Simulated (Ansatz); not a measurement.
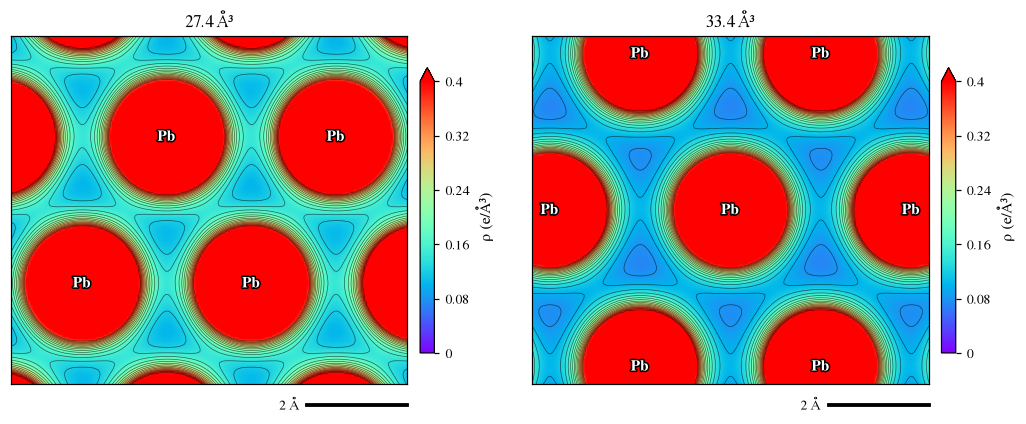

Pb. The valence pseudo-density of cells scaled evenly to different volumes (given per atom above each panel), on the (001) plane of each (indices in the axes of the cell below), at one length scale and on one colour scale.

A generated structure, not necessarily the stable one.

The calculation used Ansatz 0.2.0, DFT, PBEsol, plane waves (420 eV) with PAW, scalar-relativistic.

The density is the valence pseudo-density of a PAW calculation; it isn't the true density close to the nuclei.

The largest cell:

```
Pb
1.0
     3.61006    0.00000    0.00000
    -1.80503    3.12640    0.00000
     0.00000    0.00000    5.92088
Pb
2
Direct
  0.33333 0.66667 0.25000
  0.66667 0.33333 0.75000
```

| volume (Å³/atom) | Pb–Pb contact in the plane (Å) | ρ at its midpoint (e/Å³) | pressure (GPa) | 
| --- | --- | --- | --- |
| 27.45 | 3.381 | 0.145 | 4.8 | 
| 31.03 | 3.522 | ? | ? | 
| 33.41 | 3.610 | 0.103 | −4.1 | 

Estimate the missing row, and compare with the calculation.

Over the known rows ln ρ falls by 1.49 per Å of Pb–Pb distance (the line through the two), which gives 0.117 e/Å³ at 3.522 Å; the calculation gives 0.117 e/Å³. For the pressure, a straight line in volume between the neighbouring rows gives −0.5 GPa; the calculation gives −1.7, lower because pressure rises ever faster on compression.
